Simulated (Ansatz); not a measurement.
# MoS$_{2}$: what the fields show

The calculation's input:

```
crystal:
  lattice:
    - [0.0, 2.9323968553, 2.9323968553]
    - [2.9323968553, 0.0, 2.9323968553]
    - [2.9323968553, 2.9323968553, 0.0]
  atoms:
    - { symbol: Mo, position: [0.0, 0.0, 0.0] }
    - { symbol: S, position: [0.25, 0.25, 0.25] }
    - { symbol: S, position: [0.75, 0.75, 0.75] }
kpoints:
  mp_grid: { grid: [6, 6, 6] }
hamiltonian:
  xc: pbe
scf:
  occupations: { method: fermi_dirac, width: 0.02 }
  n_extra_bands: 4
output:
  forces: true
  stress: true
  eigenvalues: true
  write_density: true
  write_potential: true
  elf: true
  volumetric_format: npy
```

Launched as:

```sh
ansatz run input.yaml --threads 4 --pin off --max-ram 3686MiB --backend cpu --events-out ev --progress --plain --runs-dir out
```

Below, planes, directions and counts refer to the conventional cell (a = 5.86 Å, b = 5.86 Å, c = 5.86 Å, α = 90.00°, β = 90.00°, γ = 90.00°).

Space group Fm-3m; started from the fluorite prototype, which need not be the ambient phase; computed without spin polarisation.

The calculation used Ansatz, DFT, PBE, plane waves, PAW.

The density is the valence pseudo-density of a PAW calculation; it isn't the true density close to the nuclei.

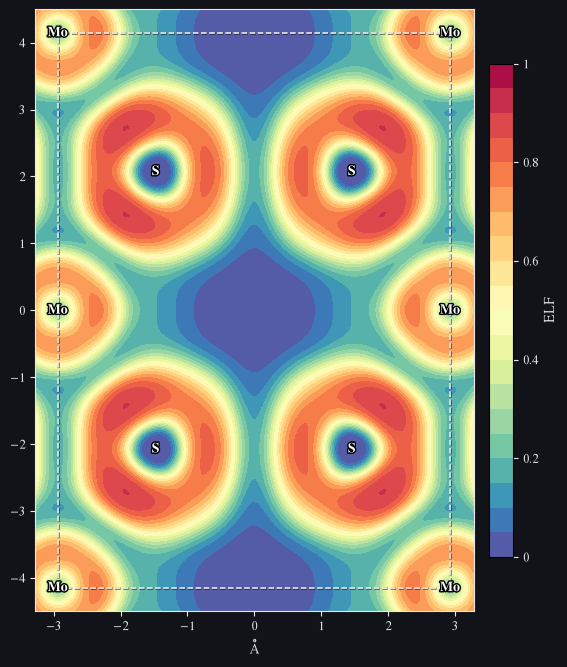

Figure 1. Electron localisation function on the (101) plane of the conventional cell.

**Interpret the plot.**

- Atoms in the plane: Mo and S.
- Mo–S (2.54 Å): the ELF peaks at about 0.90 in the valence shell of S, 0.8 Å from its nucleus, and is about 0.40 at the midpoint.
- The features right at Mo lie inside the PAW spheres, where the map follows smoothed inner orbitals and isn't to be read closely.

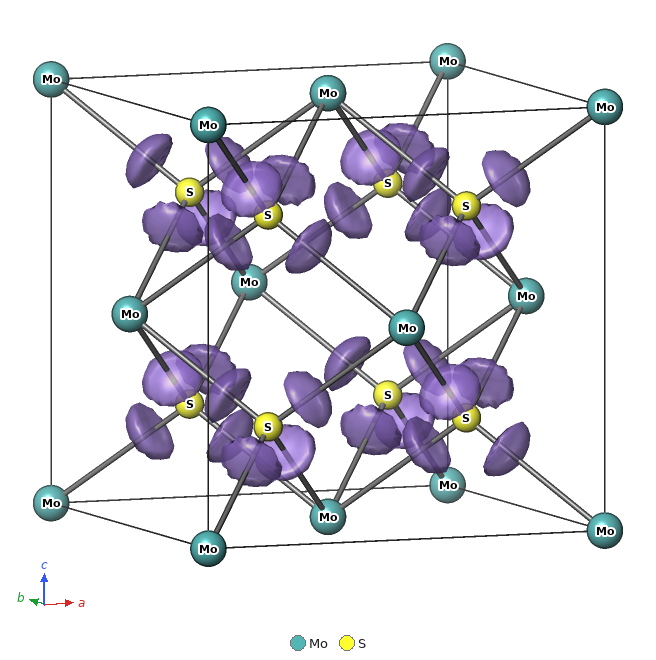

Figure 2. Isosurface of the ELF at 0.85 (purple), seen slightly off an axis. Only the valence region is drawn (cores and ρ < 0.01 e/Å³ removed). Sticks mark near contacts.

**Describe the localisation domains.**

The ELF exceeds this value in 32 lobes of the valence shell of S pointing towards Mo (polar bonds), counted in one cell of 12 atoms. Regions shared between cells count once.
